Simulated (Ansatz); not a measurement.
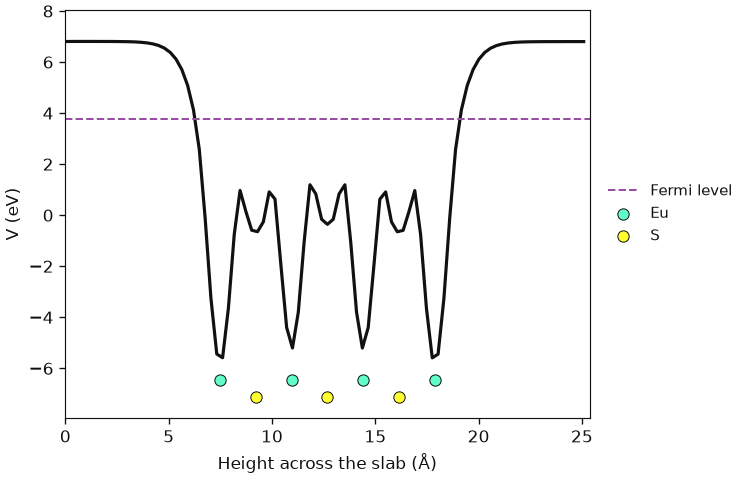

Plane-averaged electrostatic potential energy of an electron across the slab; circles at the bottom mark the heights of the atoms.

This input was run:

```
crystal:
  lattice:
    - [4.2330618779, 0.0, 0.0]
    - [-2.1165309389, 3.665939122, 0.0]
    - [0.0, 0.0, 25.3688416504]
  atoms:
    - { symbol: Eu, position: [0.3333333333, 0.6666666667, 0.295638252], spin: 7.56 }
    - { symbol: S, position: [0.6666666667, 0.3333333333, 0.3637588346] }
    - { symbol: Eu, position: [0.0, 0.0, 0.4318794173], spin: 7.56 }
    - { symbol: S, position: [0.3333333333, 0.6666666667, 0.5] }
    - { symbol: Eu, position: [0.6666666667, 0.3333333333, 0.5681205827], spin: 7.56 }
    - { symbol: S, position: [0.0, 0.0, 0.6362411654] }
    - { symbol: Eu, position: [0.3333333333, 0.6666666667, 0.704361748], spin: 7.56 }
basis:
  ecutwfc: 420
kpoints:
  mp_grid: { grid: [9, 9, 1] }
hamiltonian:
  xc: pbe
  hubbard: { sites: [{ species: Eu, l: f, u_eff: 6.0 }] }
scf:
  occupations: { method: gaussian, width: 0.05 }
  lower_state_search: "off"
output:
  forces: true
  eigenvalues: true
  hubbard: { sites: [{ species: Eu, l: f }] }
  populations: true
  write_density: true
  write_potential: true
  elf: true
  volumetric_format: npy
magnetization:
  spin_polarized: true
efield:
  axis: 3
  dipole_correction: true
  ramp_width: 0.04
```

Launched with:
```bash
ansatz run input.yaml --threads 4 --pin off --max-ram 10240MiB --backend cpu --events-out ev --progress --plain --runs-dir out
```

### Read off the work function of each face.

The work function is 3.04 eV, the same on both faces. The two vacuum levels agree, so the slab has no net dipole along its normal.

### How thick are slab and vacuum?

The outermost atoms are 10.4 Å apart, which leaves 15.0 Å of vacuum in a cell 25.4 Å high.

The run may have settled in a state above the lowest, so this need not be the ground state. Spin-orbit coupling is left out, which matters for Eu.
